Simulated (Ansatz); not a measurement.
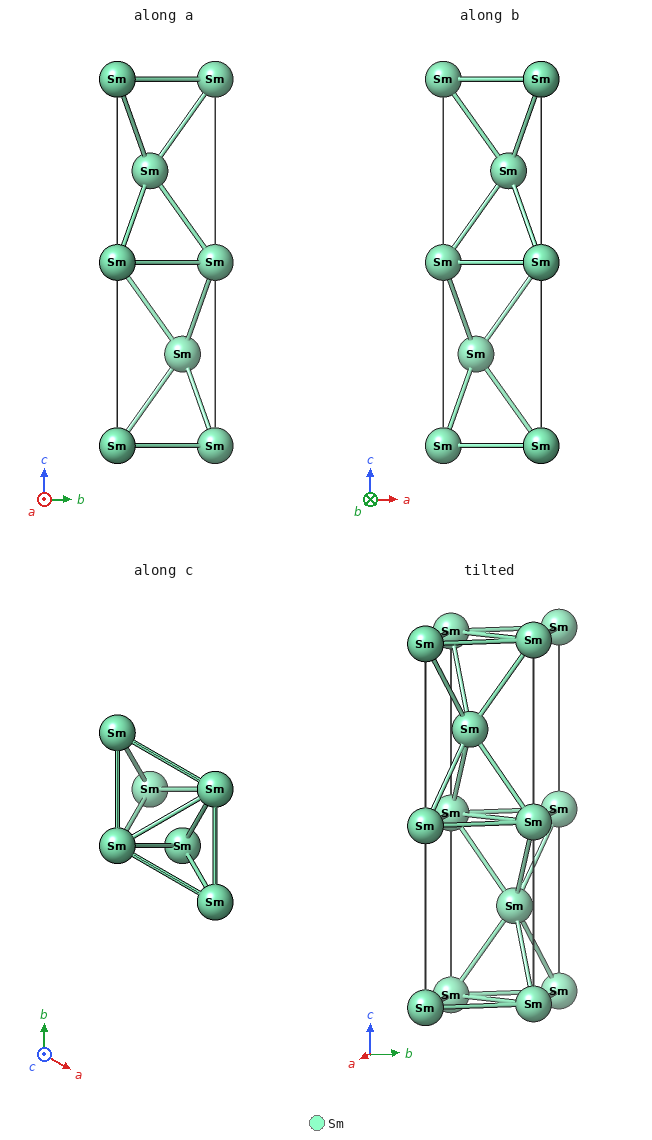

Shown here is a ball-and-stick view of the crystal, taken along the a axis, along the b axis, along the c axis and slightly off an axis. One conventional unit cell is framed, with atoms on its boundary repeated.

Lattice parameters: a = 3.8331 Å, b = 3.8331 Å, c = 12.4410 Å, α = 90.000°, β = 90.000°, γ = 120.000°.

> Convert the drawing into a CIF in P1 with every atom of the cell.

```cif
data_structure
_symmetry_space_group_name_H-M 'P 1'
_symmetry_Int_Tables_number 1
_cell_length_a 3.8331
_cell_length_b 3.8331
_cell_length_c 12.4410
_cell_angle_alpha 90.000
_cell_angle_beta 90.000
_cell_angle_gamma 120.000
_cell_volume 158.30
loop_
_atom_site_label
_atom_site_type_symbol
_atom_site_fract_x
_atom_site_fract_y
_atom_site_fract_z
_atom_site_occupancy
Sm1 Sm 0.0000 0.0000 0.0000 1
Sm2 Sm 0.0000 0.0000 0.5000 1
Sm3 Sm 0.3333 0.6667 0.2500 1
Sm4 Sm 0.6667 0.3333 0.7500 1
```

The cell started as a structure type filled with this element by a generator (whether the element takes this form wasn't checked). Earlier steps of the study may have refined or changed the cell and positions. Ansatz was used for an electronic-structure calculation on it.
